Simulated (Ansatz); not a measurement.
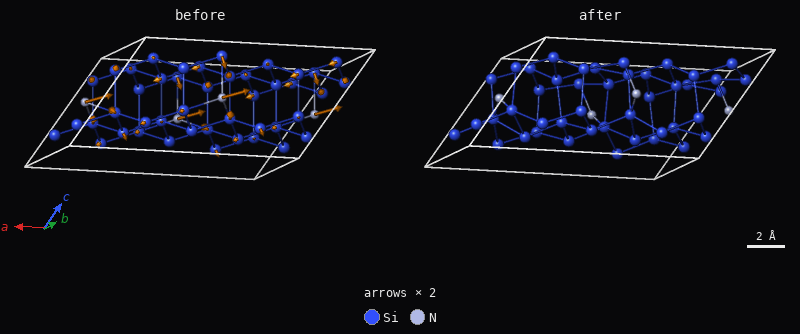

The structure of a defect cell of composition Si$_{16}$N before (left) and after (right) a relaxation, at one scale. The orange arrows give the displacements, magnified 2 times.

The picture is a ball-and-stick view of the conventional cell (2 times the calculation's cell) (origin shifted), seen from a free direction. Lengths and directions refer to the drawn axes.

It is an interstitial N in diamond Si. The run prepares the start of a later molecular dynamics calculation, from a guessed geometry.

Theory: DFT LDA, scalar-relativistic, plane waves, PAW (Ansatz). Settings: plane-wave cutoff 420 eV; k-point mesh 2 × 2 × 2; occupations fermi dirac; smearing width 0.02 eV; collinear spin; atoms relaxed in a fixed cell; force threshold 0.08 eV/Å; at most 25 steps.

Question: Describe what moved and what it gained.

Answer: The N atom moves most: 0.86 Å along [−1 0 1]. By element the largest moves are N 0.86 Å, Si 0.39 Å. The cell stays as it was. Near-neighbour distances that change, for instance: N–Si 2.382 → 3.389 Å, N–Si 2.363 → 1.836 Å, N–Si 2.315 → 1.836 Å, Si–Si 2.351 → 2.675 Å. Bond angles that change, for instance: Si–Si–Si 109.5° → 84.4°, Si–Si–Si 109.5° → 128.8°, Si–Si–Si 109.5° → 95.4°. After 10 accepted moves (11 points after the start) the energy has fallen by 1.790 eV per cell of the calculation. Largest force component: 0.64 eV/Å at the start, 0.014 eV/Å at the end. The line search rejected the trial step at point 4 of the run. The program noted that the starting moments weren't kept. The run may lie on a higher electronic state than the lowest, so the end point isn't shown to be the ground-state structure.

Limits of the set-up: the k-point mesh is coarse for a cell with partly filled bands; the periodic images lie only 7.7 Å apart, so the values are limited by the cell's size.
